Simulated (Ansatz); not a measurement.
## Electronic structure of Al16O23 (cell with a defect) in real space

```xyz
39
Lattice="-4.8086 -2.7762 4.3749 4.8086 -2.7762 4.3749 0.0000 5.5525 4.3749" Properties=species:S:1:pos:R:3 pbc="T T T"
Al   -0.0028   -0.0198    1.9390
Al   -0.0014   -2.7738    6.3150
Al   -2.4024    1.3845    6.3159
Al    2.4279    1.3885    6.3007
Al   -0.0014   -0.0059    4.6200
Al   -0.0028   -2.7602    8.9960
Al   -2.4024    1.3883    8.9940
Al    2.4279    1.3844    9.0092
Al    0.0443    0.0779    8.4424
Al    0.0017    2.7765    4.1461
Al    2.4058   -1.3908    4.1271
Al   -2.4095   -1.3898    4.1261
Al    0.0018   -0.0036   11.1640
Al    0.0446    2.6944    6.8680
Al    2.4058   -1.3889    6.8078
Al   -2.4096   -1.3899    6.8089
O    -3.8802    1.3864    7.6549
O    -1.4749   -2.7748    7.6589
O    -1.4749   -0.0050    3.2760
O    -0.7368    1.4908    5.4665
O    -0.7270   -1.2661    9.8424
O    -3.1428   -2.6671    5.4704
O     1.6637   -2.6701    5.4560
O     0.7387   -1.4937    7.6475
O     0.7312    1.2714    3.2834
O     3.1252    2.6536    7.6537
O    -1.6716    2.6577    7.6576
O    -1.6717    0.1150    7.6523
O     3.1252    0.1193    7.6560
O     0.7386   -1.2860    3.2874
O     0.7312   -4.0510    7.6516
O     1.6637   -0.1096    5.4789
O    -3.1428   -0.1126    5.4646
O    -0.7368    1.2820    9.8434
O    -0.7271    4.0388    5.4674
O    -0.9359   -1.3898    5.4675
O     3.8733   -1.3900    5.4675
O     1.4799    2.7642    5.4686
O     1.4799    0.0086    9.8413
```

The program warned that a starting moment wasn't kept; spin-polarised, but the moments vanished.

Theory: DFT PBE, scalar-relativistic, plane waves, PAW in Ansatz 0.2.0.

Core electrons are frozen (PAW), and the valence fields are smoothed inside the atomic spheres.

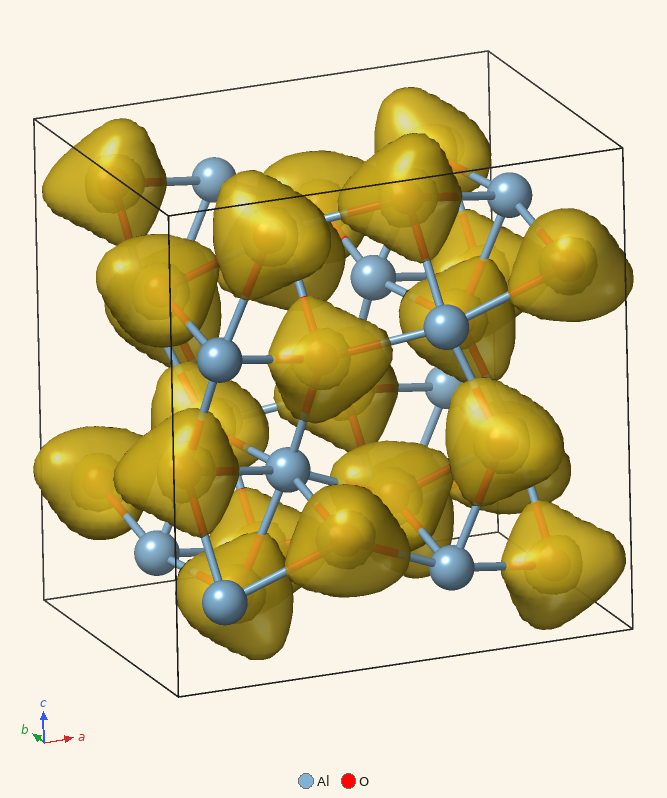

Figure 1. Isosurface of the electron localisation function at 0.75 (yellow), seen slightly off an axis. Core shells and regions of very low density are left out. Sticks mark near contacts.

What do the ELF domains correspond to?

Answer. At this value the surface marks out 23 regions on O in which the atom's valence shell and bonds are merged and one pocket between the atoms, centred on no nucleus (multi-centre or interstitial), counted in one cell of 39 atoms. Any copies at cell faces, edges or corners count once. Along the contacts the grid gives the following. Al–O (1.86 Å): the ELF peaks at about 0.85 in the valence shell of O, 0.7 Å from its nucleus, and is about 0.80 at the midpoint. Al–O (1.90 Å): the ELF peaks at about 0.85 in the valence shell of O, 0.7 Å from its nucleus, and is about 0.80 at the midpoint.

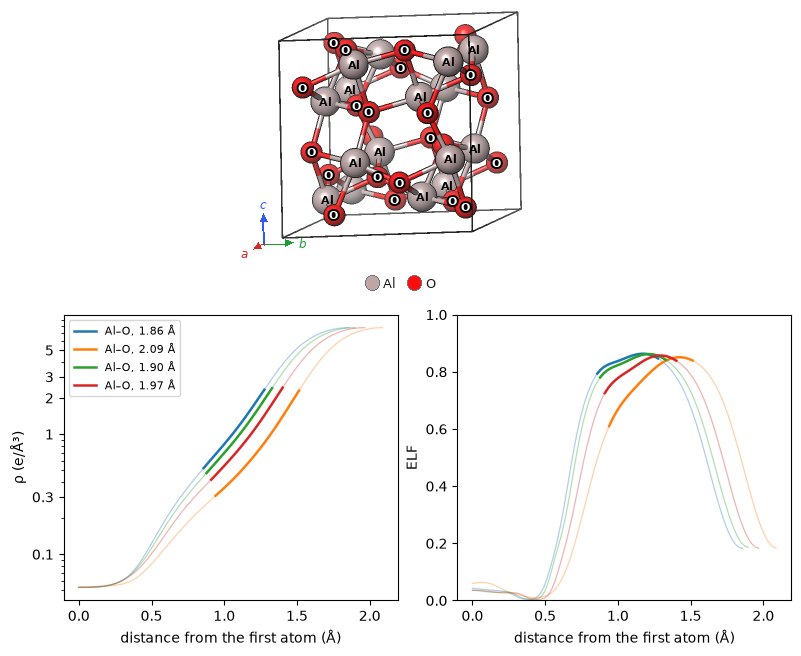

Figure 2. Valence pseudo-density and ELF along straight lines between neighbouring atoms. Thin, pale parts lie inside the atomic spheres. The structure is drawn too.

Compare the contacts.

Answer. Al–O (1.86 Å): ρ is about 0.65 e/Å³ halfway; the ELF peaks at about 0.85 in the valence shell of O, 0.7 Å from its nucleus, and is about 0.80 at the midpoint.
Al–O (2.09 Å): the density is about 0.4 e/Å³ at the midpoint; the ELF peaks at about 0.85 in the valence shell of O, 0.7 Å from its nucleus, and is about 0.70 at the midpoint.
Al–O (1.90 Å): ρ at the midpoint is about 0.59 e/Å³; the ELF peaks at about 0.85 in the valence shell of O, 0.7 Å from its nucleus, and is about 0.80 at the midpoint.
Al–O (1.97 Å): ρ at the midpoint is about 0.52 e/Å³; the ELF peaks at about 0.85 in the valence shell of O, 0.7 Å from its nucleus, and is about 0.75 at the midpoint.

Does the calculation give a band gap?

Answer. It is gapped, with a Kohn–Sham gap of 4.2 eV on the k-point mesh (the band edges may lie off the mesh, which would make the gap smaller).
